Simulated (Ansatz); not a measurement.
**TiAl3: density, localisation and related maps**

```
CELL_PARAMETERS angstrom
3.81555 0.00000 0.00000
0.00000 3.81555 0.00000
0.00000 0.00000 8.55399
ATOMIC_POSITIONS crystal
Ti 0.00000 0.00000 0.99903
Ti 0.50000 0.50000 0.49903
Al 0.00000 0.00000 0.50175
Al 0.50000 0.50000 0.00175
Al 0.00000 0.50000 0.24999
Al 0.50000 0.00000 0.74999
Al 0.50000 0.00000 0.24999
Al 0.00000 0.50000 0.74999
```

Space group I4mm; a structure from a database of computed crystals, not necessarily the ambient phase; computed without spin polarisation.

These are results of Ansatz 0.2.0, DFT PBEsol, scalar-relativistic, plane waves, PAW, not measurements.

In a PAW calculation such maps are meaningful between the atoms, not at the nuclei.

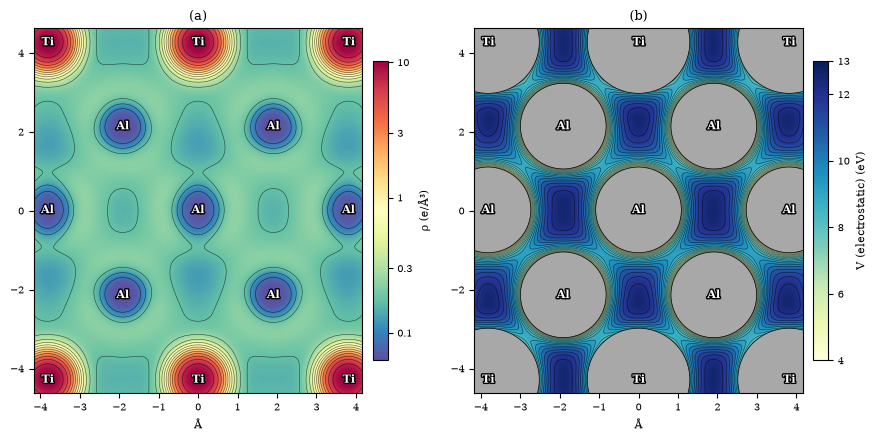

Figure 1. (a) valence electron density; (b) electrostatic potential energy of an electron on the (010) plane of the conventional cell. Grey discs cover the atomic cores in the potential map.

Read the bonding off the picture.

Answer. The section cuts through Ti and Al sites.
Al–Al (2.85 Å): ρ is about 0.21 e/Å³ halfway.
Ti–Al (2.86 Å): ρ is about 0.21 e/Å³ halfway.
Between the atoms the lowest density in this plane is 0.13 e/Å³.
Outside the cores the potential energy rises away from the atoms and is highest about 1.9 Å from the nearest atoms; its zero is arbitrary.

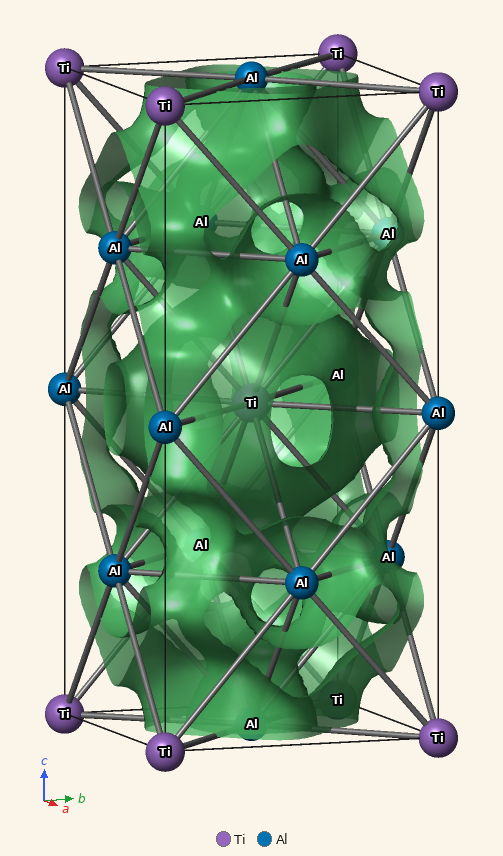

Figure 2. Isosurface of the electron localisation function at 0.55 (green), seen slightly off an axis. Core shells and regions of very low density are left out. Sticks mark near contacts.

Describe the localisation domains.

Answer. At this value the surface marks out one network that runs through the whole crystal, counted in one cell of 8 atoms. Regions shared between cells count once. Profiles from the grid: Al–Al (2.70 Å): the ELF peaks at about 0.70 between the atoms. Ti–Al (2.70 Å): the ELF is about 0.35 at the midpoint.

Metal or insulator at this level of theory?

Answer. It is gapless in this calculation (a metal or semimetal).
